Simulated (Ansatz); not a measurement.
Cell and atoms:

```xyz
8
Lattice="3.8222 0.0000 0.0000 0.0000 3.8222 0.0000 0.0000 0.0000 8.5613" Properties=species:S:1:pos:R:3 pbc="T T T"
Ti    0.0000    0.0000    0.0000
Al    1.9111    1.9111    0.0000
Al    0.0000    1.9111    2.1403
Al    1.9111    0.0000    2.1403
Ti    1.9111    1.9111    4.2807
Al    0.0000    0.0000    4.2807
Al    1.9111    0.0000    6.4210
Al    0.0000    1.9111    6.4210
```

**What would you see if this were drawn?**

The stoichiometry is TiAl$_{3}$. It belongs to space group I4/mmm (No. 139) and has a body-centred tetragonal lattice. With Z = 2, the cell contains 2 Ti, 6 Al. Around each Ti lie twelve Al in a distorted cuboctahedral arrangement at 2.70 to 2.87 Å. The neighbours of Al are eight Al and four Ti in a distorted cuboctahedral arrangement (2.70 to 2.87 Å to Al, 2.70 to 2.87 Å to Ti). The bonds build a three-dimensional framework.

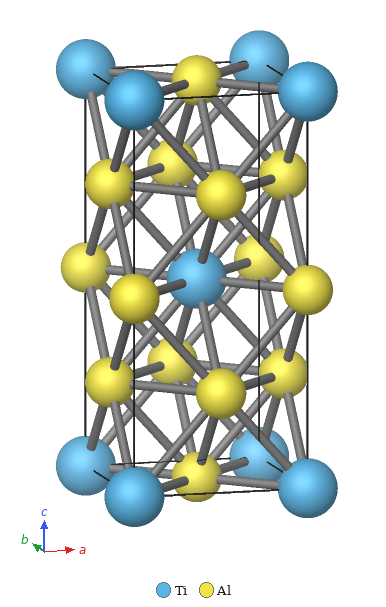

The crystal in a ball-and-stick representation, seen slightly off an axis. Atoms at the boundary of the conventional unit cell (the box) are drawn once for each face, edge or corner they touch. Colours: titanium blue, aluminium yellow.

The structure comes from a structure listed in the Materials Project. Earlier steps of the study may have refined or changed the cell and positions. Ansatz was used for an electronic-structure calculation on it.
